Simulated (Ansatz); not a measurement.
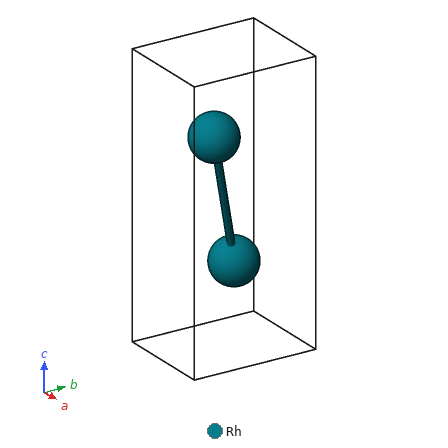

System: Rh, space group P6_3/mmc (No. 194). The picture shows the conventional cell.

Structure:
```
CELL_PARAMETERS angstrom
2.70364 0.00000 0.00000
-1.35182 2.34142 0.00000
0.00000 0.00000 4.34862
ATOMIC_POSITIONS crystal
Rh 0.66667 0.33333 0.75000
Rh 0.33333 0.66667 0.25000
```

How it was computed, with Ansatz 0.2.0: third-order Birch-Murnaghan fit to density functional energies at scaled volumes of the given relaxed cell, shape and atoms relaxed at each volume; energies count from the fitted minimum; plane waves with PAW datasets, Γ-centred k mesh. Level: r2SCAN, no spin polarisation.

| setting | value |
| --- | --- |
| wave cutoff | 500 eV |
| k mesh | 18×18×10 |
| occupations | Gaussian |
| smearing width | 0.1 eV |

What does the calculation give for the energy above the minimum and pressure against volume? The volume takes the values 12.112, 12.525, 12.938, 13.351, 13.764, 14.177, 14.590, 15.141 Å³/atom.

A third-order Birch–Murnaghan fit gives V0 = 13.76 Å³/atom, B0 = 280 GPa and B′ = 5.1. The energy above the minimum is 223.6 meV/atom at volume 12.112 Å³/atom and 99.3 meV/atom at 15.141 Å³/atom; the lowest computed point is at volume 13.764 Å³/atom (0.0 meV/atom). The pressure falls from 49.53 GPa at volume 12.112 Å³/atom to −20.78 GPa at 15.141 Å³/atom, and changes sign near 13.76 Å³/atom. The solid is metallic at every point.

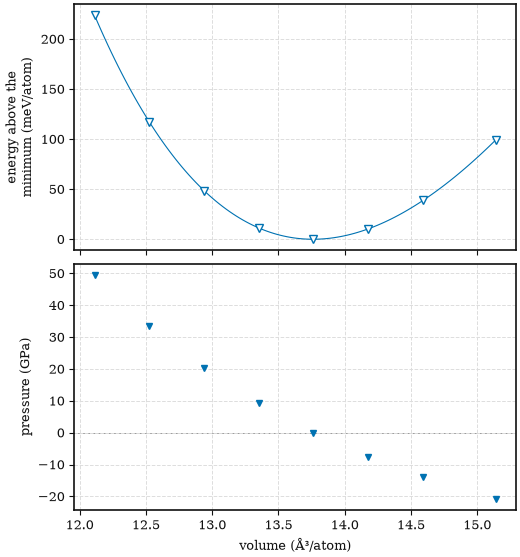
